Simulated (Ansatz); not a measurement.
# FeCo: a trial structure relaxed

Where does this trial cell of FeCo go when cell and atoms are let free?

Program: Ansatz 0.2.0. Level of theory: DFT PBE, scalar-relativistic, plane waves, PAW. These are calculated values, not measurements.

### 1 The structure to begin with

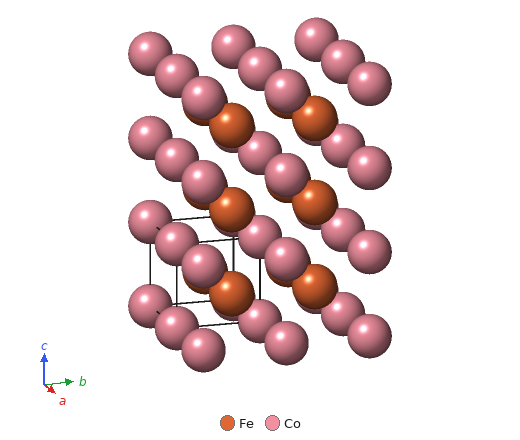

The starting structure, seen slightly off an axis (iron orange, cobalt pink). 2×2×3 cells are drawn. Atoms on the faces are drawn again on the opposite ones.

Coordinates:

```xyz
2
Lattice="2.8570 0.0000 0.0000 0.0000 2.8570 0.0000 0.0000 0.0000 2.8570" Properties=species:S:1:pos:R:3 pbc="T T T"
Fe    1.4285    1.4285    1.4285
Co    0.0000    0.0000    0.0000
```

The start is a polymorph listed in a database, not an invented cell.

### 2 The guess as it stands, on a coarse mesh

Input file input.yaml:

```yaml
crystal:
  lattice:
    - [2.85700011, 0.0, 0.0]
    - [0.0, 2.85700011, 0.0]
    - [0.0, 0.0, 2.85700011]
  atoms:
    - { symbol: Fe, position: [0.5, 0.5, 0.5], spin: -4.0 }
    - { symbol: Co, position: [0.0, 0.0, 0.0], spin: -3.0 }
basis:
  ecutwfc: 420
kpoints:
  mp_grid: { grid: [6, 6, 6] }
hamiltonian:
  xc: pbe
scf:
  occupations: { method: gaussian, width: 0.1 }
  lower_state_search: "off"
output:
  forces: true
  stress: true
  eigenvalues: true
  populations: true
magnetization:
  spin_polarized: true
```

The run is started by

```console
ansatz run input.yaml --threads 1 --pin off --max-ram 2560MiB --backend cpu --events-out ev --progress --plain --runs-dir out
```

Log:

```text
[... 41 lines left out ...]
SCF 1 converged in 12 iterations: F = -9606.758371 eV  dr2 = 4.40e-9
SCF converged after 12 iterations
Magnetization: -4.7252 μB (14.1374 up, 18.8626 down)
Absolute magnetization: 4.9335 μB (∫|ρ↑−ρ↓|, with the PAW one-centre terms)
Spin contamination: 0.0711 ħ² per cell (⟨S²⟩ above its minimum at these occupations)
Per-site moments (μB) at R_I (Å): [(-2.9000202946598304, 1.0206218029734109), (-1.8960714422011675, 1.0206218029734109)]
Free energy (F): -9606.758371 eV
Harris-Foulkes:  -9606.758371 eV  (|F-HF|=2.43e-9)
Internal energy: -9606.752956 eV  (E = F + TS)
E sigma→0 (E₀):  -9606.755663 eV
Entropy (-TS):   -0.005415 eV (-2.707 meV/atom)
Fermi energy:    17.980731 eV
--- Per-component energies (eV) ---
  E_band       = -490.879191
  E_kinetic    = 799.429364
  E_local      = -5031.638513  (includes V_loc(G=0)·N_el)
  E_nonlocal   = 674.540763
  E_hartree    = 2105.043129
  E_xc         = -275.826083
  E_vxc        = -355.529527  (∫ρ·V_xc dr)
  E_paw        = -2882.073418  (= ΣΔE_a)
  E_vpaw       = -787.762266  (= ΣTr[D̂ρ^β])
  E_aug_tail   = 0.000762  (compensation charges beyond the density's cutoff)
  E_ewald      = -4996.228958
  E_smearing   = -0.005415  (= −TS)
  E_closure    = -0.000000  (closes the sum)
  Σ components = -9606.758371   (vs F -9606.758371, Δ=0.00e0)
--- Forces (eV/Å), atoms counted from 1 ---
  atom   1  Fe     0.00000000    -0.00000000     0.00000000
  atom   2  Co    -0.00000000     0.00000000     0.00000000
  max |Σ_I F_I| component: 8.26e-29 eV/Å
--- Stress (GPa, compression-positive) ---
       -0.999464       0.000000       0.000000
        0.000000      -0.999464       0.000000
        0.000000       0.000000      -0.999464
  P = ⅓ Tr σ = -0.9995 GPa (-9.995 kbar)
--- Band table (eV; the first three rows and the last of 40) ---
  k-point 0 ↑: bands = ["-76.1238", "-67.6284", "-39.4151", "-39.4151", "-39.4151", "-33.7012", "-33.7012", "-33.7012", "9.1766", "14.6210", "14.6210", "16.9150", "16.9150", "16.9150", "18.9046", "18.9046", "19.5794", "19.5794", "19.5794", "27.2237", "27.2237", "27.2237", "33.5900", "33.5900"]
  k-point 1 ↑: bands = ["-76.1230", "-67.6272", "-39.4248", "-39.4137", "-39.4137", "-33.7190", "-33.7007", "-33.7007", "9.7345", "14.7625", "14.8868", "16.8892", "16.8892", "17.0573", "18.6144", "19.0086", "19.0773", "19.0773", "19.4232", "24.6583", "28.3337", "28.3337", "33.7136", "34.9894"]
  k-point 2 ↑: bands = ["-76.1214", "-67.6248", "-39.4442", "-39.4110", "-39.4110", "-33.7545", "-33.6996", "-33.6996", "11.2907", "14.7065", "15.6239", "16.8879", "16.8879", "17.4213", "17.8233", "18.2115", "18.2115", "19.0312", "19.2121", "21.3751", "31.0033", "31.0033", "34.1349", "35.7950"]
  k-point 19 ↓: bands = ["-78.4318", "-71.0038", "-41.7036", "-41.7036", "-41.7036", "-37.0645", "-37.0645", "-37.0645", "13.9259", "13.9259", "13.9259", "14.2643", "14.2643", "14.2643", "16.0947", "16.0947", "16.2419", "16.2419", "25.4989", "25.4989", "25.4989", "25.5648", "25.5648", "25.5648"]
--- Löwdin populations: 2 sites ---
  site symbol       q [e]    m [muB]
     0     Fe     15.7182    -2.9561
     1     Co     16.7696    -1.8918
  spilling = 0.015521 (of n_electrons = 33.000000)
```

Wall time 10 s (1 thread of Intel Xeon at 2.50GHz (Skylake/Cascade Lake), shared host); peak memory 0.31 GiB.

Site by site:

| atom | moment in the atom's sphere (μB) | Löwdin electrons |
| --- | --- | --- |
| Fe1 | -2.90 | 15.72 |
| Co2 | -1.90 | 16.77 |

The Löwdin counts miss 0.51 of the 33 electrons, which the atomic orbitals do not span, so they are no charges.

From the probe: pressure -1.0 GPa, largest force 0.00 eV/Å, gap on this mesh none (metal). The relaxation goes to the converged mesh at once.

### 3 Relaxation on the finer mesh

Input file input.yaml:

```yaml
crystal:
  lattice:
    - [2.85700011, 0.0, 0.0]
    - [0.0, 2.85700011, 0.0]
    - [0.0, 0.0, 2.85700011]
  atoms:
    - { symbol: Fe, position: [0.5, 0.5, 0.5], spin: -3.19 }
    - { symbol: Co, position: [0.0, 0.0, 0.0], spin: -2.09 }
basis:
  ecutwfc: 420
kpoints:
  mp_grid: { grid: [20, 20, 20] }
hamiltonian:
  xc: pbe
scf:
  occupations: { method: gaussian, width: 0.1 }
output:
  forces: true
  stress: true
  eigenvalues: true
  populations: true
magnetization:
  spin_polarized: true
relax:
  adjacent_minimum: "off"
  f_tol: 0.01
  max_steps: 80
  cell: { stress_tol: 0.05 }
```

The run is started by

```console
ansatz run input.yaml --threads 1 --pin off --max-ram 2560MiB --backend cpu --events-out ev --progress --plain --runs-dir out
```

Log:

```text
Warning: RAYON_NUM_THREADS=1 ignored (pool sized by the plan → 1); use --threads N
Engine: ansatz 0.2.0, x86_64-unknown-linux-gnu
Pseudopotentials: kind: paw
Pseudopotential: Fe, paw, valence charge 16, recommended cutoff 420 eV (normal), Fe.paw.azcp
Pseudopotential: Co, paw, valence charge 17, recommended cutoff 420 eV (normal), Co.paw.azcp
Functional definition: PBE
  parameter kappa = 0.804
  parameter beta = 0.06672455060314922
  exchange = pbe_x(kappa = kappa, mu = beta*pi^2/3)
  correlation = pbe_c(beta = beta)
Crystal: 2 atoms, lattice volume = 23.320 Å³
Basis set: ecut = 420 eV, 461 PW (Γ), exchange–correlation on 40×40×40 points (8 copies of the dense FFT grid, shifted against one another)
Bands: 24, of which v1, the nominal top of the filled ones, is band 17 counted from 1 (16 counted from 0)
Symmetry: 48 space group operations
Space group: Pm-3m (ITA 221), of the structure as read, at distance tolerance 2.9e-5 Å
Magnetic group: BNS 221.92 (UNI 1594), of the structure as read, at distance tolerance 2.9e-5 Å
k-points: 286 of 8000
Non-local potential: Fe, projectors of the file, l = 0: 3, l = 1: 2, l = 2: 3, l = 3: 1
Non-local potential: Co, projectors of the file, l = 0: 3, l = 1: 2, l = 2: 3, l = 3: 1
PAW form: soft (Blöchl's): semilocal exchange-correlation on the pseudo side does not see the compensation charge
PAW one-centre angular grid: Fe, 590 points (default); XC on 64 Gauss nodes
PAW one-centre angular grid: Co, 590 points (default); XC on 64 Gauss nodes
Initial density: superposition of atomic densities (chi_scale 0.1, normalization cell)
Starting moments: Σ|m| = 5.28 μB on 2 of 2 sites
Initial wavefunctions: pseudopotential atomic-orbital guess
Functional: x = pbe(κ = 0.804, μ = 0.2195149727645171), c = pbe(β = 0.06672455060314922)
SCF iter   1: F=—  HF=-9606.365525 eV  |F-HF|=—  |Δ(HF+E_count)|=         —  Δρ=8.46e-2 (↑8.46e-2 ↓3.97e-2)  dr2=2.03e0  dr2_m=1.81e-1  M=-4.851 μB ∫|m|=4.951 μB  β_m=0.30  ethr=3.10e-3  ⟨swp⟩=4.7  Hψ=49531  notcnv=0
Mixer restart at iter 1: flushing history
preconditioner: auto → none  [metal: Δε(μ)=0.016 eV  Ē_g=9.847 eV  σ=0.100 eV  W_gap=0.09  n_scr=6 (ndim 8)  ℏωp=31.7 eV  f_vac=0.000  D(μ)=0.70/eV (n_scr^D=6)  sad-step TF]
SCF iter   2: F=—  HF=-9605.798444 eV  |F-HF|=—  |Δ(HF+E_count)|=   5.67e-1  Δρ=3.99e-2 (↑3.99e-2 ↓1.40e-2)  dr2=2.41e-1  dr2_m=1.12e-1  M=-4.820 μB ∫|m|=4.958 μB  β_m=0.39  ethr=3.10e-3  ⟨swp⟩=2.3  Hψ=23832  notcnv=0  defer=1096
SCF iter   3: F=—  HF=-9606.300240 eV  |F-HF|=—  |Δ(HF+E_count)|=         —  Δρ=1.62e-2 (↑1.62e-2 ↓1.32e-2)  dr2=5.30e-2  dr2_m=2.48e-2  M=-4.707 μB ∫|m|=4.893 μB  β_m=0.39  ethr=7.29e-4  ⟨swp⟩=2.5  Hψ=21020  notcnv=0  defer=1096
Mixer restart at iter 3: flushing history
SCF iter   4: F=—  HF=-9606.515387 eV  |F-HF|=—  |Δ(HF+E_count)|=   2.15e-1  Δρ=1.89e-2 (↑1.89e-2 ↓1.17e-2)  dr2=1.19e-1  dr2_m=1.22e-2  M=-4.667 μB ∫|m|=4.872 μB  β_m=0.35  ethr=1.61e-4  ⟨swp⟩=2.0  Hψ=25982  notcnv=0  defer=1086
SCF iter   5: F=—  HF=-9606.594894 eV  |F-HF|=—  |Δ(HF+E_count)|=   7.95e-2  Δρ=7.43e-3 (↑7.43e-3 ↓6.50e-3)  dr2=7.76e-3  dr2_m=6.38e-3  M=-4.651 μB ∫|m|=4.868 μB  β_m=0.34  ethr=1.61e-4  ⟨swp⟩=2.2  Hψ=23072  notcnv=0  defer=1075
SCF iter   6: F=—  HF=-9606.723505 eV  |F-HF|=—  |Δ(HF+E_count)|=   1.29e-1  Δρ=5.60e-3 (↑5.60e-3 ↓2.87e-3)  dr2=5.43e-3  dr2_m=2.33e-3  M=-4.603 μB ∫|m|=4.846 μB  β_m=0.72  ethr=2.35e-5  ⟨swp⟩=2.0  Hψ=27914  notcnv=0  defer=1079
SCF iter   7: F=—  HF=-9606.768323 eV  |F-HF|=—  |Δ(HF+E_count)|=   4.48e-2  Δρ=2.24e-3 (↑1.96e-3 ↓2.24e-3)  dr2=2.14e-3  dr2_m=6.16e-5  M=-4.561 μB ∫|m|=4.828 μB  β_m=0.58  ethr=1.65e-5  ⟨swp⟩=2.0  Hψ=26544  notcnv=0  defer=1081
SCF iter   8: F=—  HF=-9606.768096 eV  |F-HF|=—  |Δ(HF+E_count)|=   2.26e-4  Δρ=9.97e-4 (↑9.97e-4 ↓6.22e-4)  dr2=2.93e-4  dr2_m=3.49e-5  M=-4.555 μB ∫|m|=4.826 μB  β_m=0.54  ethr=6.48e-6  ⟨swp⟩=2.4  Hψ=22370  notcnv=0  defer=1075
SCF iter   9: F=—  HF=-9606.768580 eV  |F-HF|=—  |Δ(HF+E_count)|=   4.84e-4  Δρ=4.23e-4 (↑4.23e-4 ↓3.02e-4)  dr2=5.96e-5  dr2_m=5.45e-6  M=-4.552 μB ∫|m|=4.825 μB  β_m=0.77  ethr=8.86e-7  ⟨swp⟩=2.2  Hψ=17725  notcnv=0  defer=1075
SCF iter  10: F=—  HF=-9606.768680 eV  |F-HF|=—  |Δ(HF+E_count)|=   9.99e-5  Δρ=9.21e-5 (↑9.21e-5 ↓6.90e-5)  dr2=3.25e-6  dr2_m=2.49e-7  M=-4.550 μB ∫|m|=4.824 μB  β_m=0.88  ethr=1.81e-7  ⟨swp⟩=2.1  Hψ=18554  notcnv=0  defer=1075
SCF iter  11: F=—  HF=-9606.768685 eV  |F-HF|=—  |Δ(HF+E_count)|=   5.21e-6  Δρ=1.29e-5 (↑1.29e-5 ↓9.70e-6)  dr2=4.68e-8  dr2_m=1.40e-8  M=-4.550 μB ∫|m|=4.824 μB  β_m=0.81  ethr=9.84e-9  ⟨swp⟩=2.0  Hψ=22946  notcnv=0  defer=1075
SCF iter  12: F=—  HF=-9606.768685 eV  |F-HF|=—  |Δ(HF+E_count)|=   7.28e-8  Δρ=8.08e-6 (↑8.08e-6 ↓1.49e-6)  dr2=1.33e-8  dr2_m=3.99e-9  M=-4.550 μB ∫|m|=4.824 μB  β_m=0.90  ethr=1.42e-10  ⟨swp⟩=2.0  Hψ=18728  notcnv=0  defer=1075
SCF iter  13: F=-9606.768685 eV  HF=-9606.768685 eV  |F-HF|=5.11e-10  |Δ(HF+E_count)|=   1.20e-9  Δρ=3.12e-6 (↑3.12e-6 ↓2.10e-6)  dr2=1.18e-9  dr2_m=1.19e-9  M=-4.550 μB ∫|m|=4.824 μB  ethr=4.03e-11  ⟨swp⟩=5.5  Hψ=48995  notcnv=0
SCF 1 converged in 13 iterations: F = -9606.768685 eV  dr2 = 1.18e-9
relax step   1: F+E_penalty+E_count = -9606.76868523 eV  Δ(F+E_penalty+E_count) = +0.000e0 eV  max|allowed force component| = 2.109e-28 eV/Å  Δτ_max = 0.0000 Å  P = -2.363 GPa  Ω = 23.320 Å³  (13 SCF iters, dr2 threshold 1.00e-7 eV, accepted)
[... 15 lines left out ...]
relax step   2: F+E_penalty+E_count = -9606.77072794 eV  Δ(F+E_penalty+E_count) = -2.043e-3 eV  max|allowed force component| = 1.568e-29 eV/Å  Δτ_max = 0.0000 Å  P = -0.924 GPa  Ω = 23.137 Å³  energy of the carried Pulay correction = +1.622e-4 eV  (8 SCF iters, dr2 threshold 2.00e-7 eV, accepted)
[... 12 lines left out ...]
relax step   3: F+E_penalty+E_count = -9606.77115729 eV  Δ(F+E_penalty+E_count) = -4.294e-4 eV  max|allowed force component| = 1.183e-30 eV/Å  Δτ_max = 0.0000 Å  P = +0.027 GPa  Ω = 23.021 Å³  energy of the carried Pulay correction = +2.658e-4 eV  (8 SCF iters, dr2 threshold 2.00e-7 eV, accepted)
[... 14 lines left out ...]
relax step   4: F+E_penalty+E_count = -9606.77090737 eV  Δ(F+E_penalty+E_count) = +2.499e-4 eV  max|allowed force component| = 3.353e-30 eV/Å  Δτ_max = 0.0000 Å  P = +0.021 GPa  Ω = 23.021 Å³  stress off target by 2.08e-2 GPa  SCF on the basis re-selected at this cell (its energy is not comparable with the rows above)  (10 SCF iters)
basis re-selected at this cell: Δ(F+E_penalty+E_count) = +2.499e-4 eV, ΔP = -0.006 GPa vs the last step (what re-selecting the basis moved, of the pressure what is left beyond the Pulay correction that the steps carried, after the strain that the cell walked since its last selection, with what the two solves' SCF thresholds leave and, on support functions, any second-order correction that the steps lacked; it is no measure of the basis error at this ecutwfc). This SCF's stress stands 2.08e-2 GPa from its target on what of the cell is left free (relax.cell.stress_tol is 5.00e-2 GPa) and its largest allowed force component is 3.35e-30 eV/Å (relax.f_tol is 1.00e-2 eV/Å): within both
SCF converged after 10 iterations
Magnetization: -4.5291 μB (14.2355 up, 18.7645 down)
Absolute magnetization: 4.7977 μB (∫|ρ↑−ρ↓|, with the PAW one-centre terms)
Spin contamination: 0.0828 ħ² per cell (⟨S²⟩ above its minimum at these occupations)
Per-site moments (μB) at R_I (Å): [(-2.8058243637176075, 1.0162452183324182), (-1.8290607145256546, 1.0162452183324182)]
Free energy (F): -9606.770907 eV
Harris-Foulkes:  -9606.770907 eV  (|F-HF|=0.00e0)
Internal energy: -9606.763692 eV  (E = F + TS)
E sigma→0 (E₀):  -9606.767299 eV
Entropy (-TS):   -0.007216 eV (-3.608 meV/atom)
Fermi energy:    18.371511 eV
--- Per-component energies (eV) ---
  E_band       = -480.849857
  E_kinetic    = 800.740650
  E_local      = -4999.929398  (includes V_loc(G=0)·N_el)
  E_nonlocal   = 674.633476
  E_hartree    = 2093.981467
  E_xc         = -276.084378
  E_vxc        = -355.880559  (∫ρ·V_xc dr)
  E_paw        = -2882.360390  (= ΣΔE_a)
  E_vpaw       = -788.377659  (= ΣTr[D̂ρ^β])
  E_aug_tail   = 0.000712  (compensation charges beyond the density's cutoff)
  E_ewald      = -5017.745831
  E_smearing   = -0.007216  (= −TS)
  E_closure    = -0.000000  (closes the sum)
  Σ components = -9606.770907   (vs F -9606.770907, Δ=0.00e0)
--- Forces (eV/Å), atoms counted from 1 ---
  atom   1  Fe    -0.00000000     0.00000000     0.00000000
  atom   2  Co     0.00000000    -0.00000000    -0.00000000
  max |Σ_I F_I| component: 5.98e-30 eV/Å
--- Stress (GPa, compression-positive) ---
        0.020774      -0.000000       0.000000
        0.000000       0.020774      -0.000000
        0.000000      -0.000000       0.020774
  P = ⅓ Tr σ = 0.0208 GPa (0.208 kbar)
--- Band table (eV; the first three rows and the last of 572) ---
  k-point 0 ↑: bands = ["-75.8628", "-67.3340", "-39.1555", "-39.1555", "-39.1555", "-33.4080", "-33.4080", "-33.4080", "9.3556", "14.8092", "14.8092", "17.1695", "17.1695", "17.1695", "19.1795", "19.1795", "19.8897", "19.8897", "19.8897", "27.5699", "27.5699", "27.5699", "33.9907", "33.9907"]
  k-point 1 ↑: bands = ["-75.8627", "-67.3339", "-39.1565", "-39.1554", "-39.1554", "-33.4099", "-33.4080", "-33.4080", "9.4070", "14.8254", "14.8339", "17.1664", "17.1664", "17.1829", "19.1522", "19.1898", "19.8356", "19.8356", "19.8748", "27.2413", "27.6793", "27.6793", "34.0013", "34.2361"]
  k-point 2 ↑: bands = ["-75.8624", "-67.3335", "-39.1594", "-39.1550", "-39.1550", "-33.4152", "-33.4078", "-33.4078", "9.5606", "14.8706", "14.9075", "17.1579", "17.1579", "17.2227", "19.0711", "19.2200", "19.6840", "19.6840", "19.8309", "26.4182", "27.9968", "27.9968", "34.0332", "34.7688"]
  k-point 285 ↓: bands = ["-78.1027", "-70.6087", "-41.3792", "-41.3792", "-41.3792", "-36.6764", "-36.6764", "-36.6764", "14.2477", "14.2477", "14.2477", "14.5462", "14.5462", "14.5462", "16.4357", "16.4357", "16.6422", "16.6422", "25.9110", "25.9110", "25.9110", "25.9852", "25.9852", "25.9852"]
--- Relaxed structure (3 steps of the walk, 3 accepted, 1 SCFs on fresh bases) ---
  F+E_penalty+E_count = -9606.77090737 eV   max|allowed force component| = 3.353e-30 eV/Å   (the final SCF, on the basis selected at the relaxed cell)
  cell:  # Å, volume = 23.0214 Å³
    - [2.844748850263717, 2.0061770254033708e-35, -2.728400754548584e-34]
    - [1.4845709987984942e-34, 2.844748850263717, 0.0]
    - [-2.728400754548584e-34, 0.0, 2.844748850263717]
  atoms:
    - { symbol: Fe, position: [0.5, 0.5, 0.5] }
    - { symbol: Co, position: [-2.0223274801208936e-34, 3.37054580020166e-35, 0.0] }
--- Löwdin populations: 2 sites ---
  site symbol       q [e]    m [muB]
     0     Fe     15.7418    -2.8640
     1     Co     16.7722    -1.8192
  spilling = 0.014729 (of n_electrons = 33.000000)
```

Wall time 4.8 min (1 thread of Intel Xeon at 2.50GHz (Skylake/Cascade Lake), shared host); peak memory 0.58 GiB.

Step by step:

| step | energy from step 1 (eV/cell) | largest force component (eV/Å) | pressure (GPa) | volume (Å³) |
| --- | --- | --- | --- | --- |
| 1 | 0.0000 | 0.0000 | -2.36 | 23.32 |
| 2 | -0.0020 | 0.0000 | -0.92 | 23.14 |
| 3 | -0.0025 | 0.0000 | 0.03 | 23.02 |
| 4 | -0.0022 | 0.0000 | 0.02 | 23.02 |

Step 1 is the start. Step 4 repeats the geometry before it on a plane-wave basis chosen anew for that cell, so its energy need not be comparable with the rows above.

|  | before | after | change |
| --- | --- | --- | --- |
| a (Å) | 2.857 | 2.845 | -0.4 % |
| b (Å) | 2.857 | 2.845 | -0.4 % |
| c (Å) | 2.857 | 2.845 | -0.4 % |
| volume (Å³/atom) | 11.66 | 11.51 | -1.3 % |
| shortest distance (Å) | 2.474 | 2.464 | -0.4 % |
| space group (0.01 Å) | Pm-3m | Pm-3m | same |

Forces and stress were held to the start's 48 operations: a distortion of lower symmetry was not tested.

By site:

| atom | moment in the atom's sphere (μB) | Löwdin electrons |
| --- | --- | --- |
| Fe1 | -2.81 | 15.74 |
| Co2 | -1.83 | 16.77 |

The Löwdin counts miss 0.49 of the 33 electrons, which the atomic orbitals do not span, so they are no charges.

### 4 Outcome

```
                              quantity                                                                      value
symmetry at the end (tolerance 0.05 Å)                                                space group Pm-3m (No. 221)
                     conventional cell  a = 2.845 Å, b = 2.845 Å, c = 2.845 Å, α = 90.00°, β = 90.00°, γ = 90.00°
                                volume                                                              11.51 Å³/atom
              energy over the elements                                                              -0.07 eV/atom
                       gap on the mesh                                                               none (metal)
                          total moment                                                              -4.53 μB/cell
```

The space group Pm-3m (No. 221) is kept, and the volume per atom shrinks by 1.3 % from the first guess. A negative formation energy is needed for stability but isn't enough; other structures and compounds were not set against it here. No finished test with a distortion of lower symmetry is shown, so the end may be a saddle point. Other magnetic orders were not searched.
